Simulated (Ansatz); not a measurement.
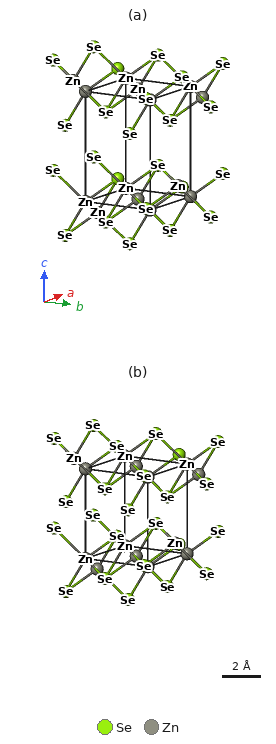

The structure of crystalline ZnSe (set up in P4/nmm) before (top) and after (bottom) a relaxation, at one scale.

A ball-and-stick model of the cell of the calculation, seen from a free direction.

The run lets cell and atoms move.

All numbers below come from Ansatz 0.2.0, Kohn-Sham DFT of a periodic cell, LDA, Ansatz PAW.

Input file:
```yaml
crystal:
  lattice:
    - [4.107702, 0.0, 0.0]
    - [0.0, 4.107702, 0.0]
    - [0.0, 0.0, 6.07035]
  atoms:
    - { symbol: Se, position: [0.5, 0.0, 0.75372] }
    - { symbol: Se, position: [0.0, 0.5, 0.24628] }
    - { symbol: Zn, position: [0.5, 0.5, 0.0] }
    - { symbol: Zn, position: [0.0, 0.0, 0.0] }
hamiltonian:
  xc: lda
  pseudopotentials: { kind: paw }
kpoints:
  mp_grid: { grid: [5, 5, 4] }
scf:
  occupations: { method: fermi_dirac, width: 0.05 }
output:
  forces: true
  stress: true
  eigenvalues: true
relax:
  f_tol: 0.01
  max_steps: 40
  cell: { stress_tol: 0.05, p_target: 2.0 }
```

Command:
```bash
ansatz run input.yaml --threads 2 --pin off --max-ram 5632MiB --backend cpu --events-out ev --progress --plain --runs-dir out
```

Describe what moved and what it gained.

Answer. The largest moves relative to the cell, 0.24 Å, are those of Se atoms. Zn stays in place. The volume changes by −23.7 %, with a = b 4.108 → 3.974 Å (−3.3 %), c 6.070 → 4.948 Å (−18.5 %). Near-neighbour distances that change, for instance: Se–Zn 2.540 → 2.464 Å. The space group stays P4/nmm (No. 129). The energy falls by 43.8 meV per atom in 6 accepted moves (7 points after the start). With the target pressure of 2 GPa, the enthalpy E + pV changes by −120 meV per atom. Largest force component: 0.63 eV/Å at the start, 0.0086 eV/Å at the end. Pressure: −4.68 GPa at the start and 1.99 GPa at the end. The SCF was repeated once at an unchanged geometry on a basis and grid sized afresh for the cell, which shifted the energy by 0.9 meV per atom at most. Cost: 17 s on 2 threads of Arm Neoverse V2, on a shared host, peak memory 0.39 GiB.

Limits of the set-up: layers or molecules are held without a dispersion correction, so their spacing is unreliable.
